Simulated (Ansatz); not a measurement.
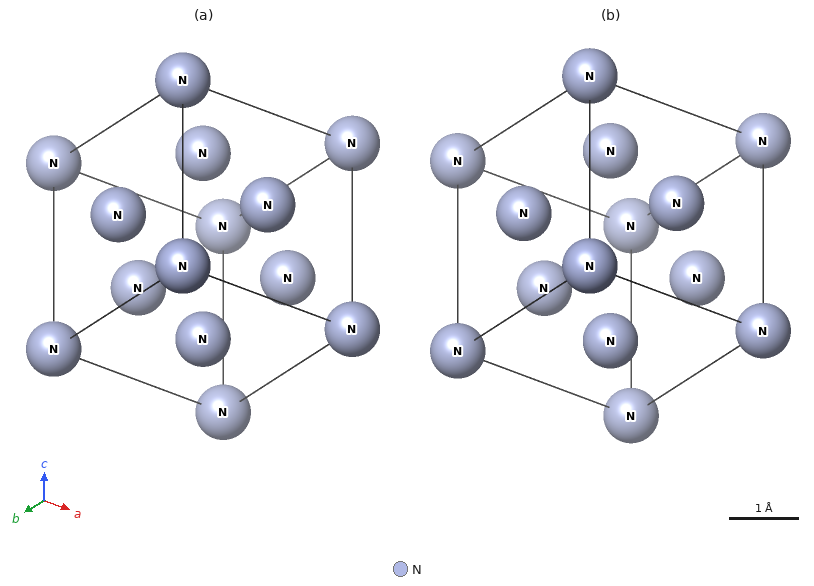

Left: a symmetric starting cell of N. Right: the same structure after one change, at the same scale. Style: ball-and-stick. Shown: the conventional cell (4 times the calculation's cell), from a free direction. Lengths and directions refer to the drawn axes.

Theory: Ansatz 0.2.0, DFT PBE, scalar-relativistic, plane waves, PAW. Settings: plane-wave cutoff 420 eV; k-point mesh 22 × 22 × 22; occupations gaussian; smearing width 0.1 eV; no spin polarisation.

What was changed?

Answer. All lengths are scaled by +2.2 % (volume +6.9 %), the atoms keeping their fractional coordinates. No relaxation follows. The starting cell wasn't computed here and needn't be at equilibrium, so pressure and forces aren't due to the change alone.

What does the change do?

Answer. The pressure is −8.6 GPa (not all of it need come from the change, since the unchanged cell can be under pressure at this level too). All forces vanish by symmetry. The space group stays Fm-3m (No. 225).
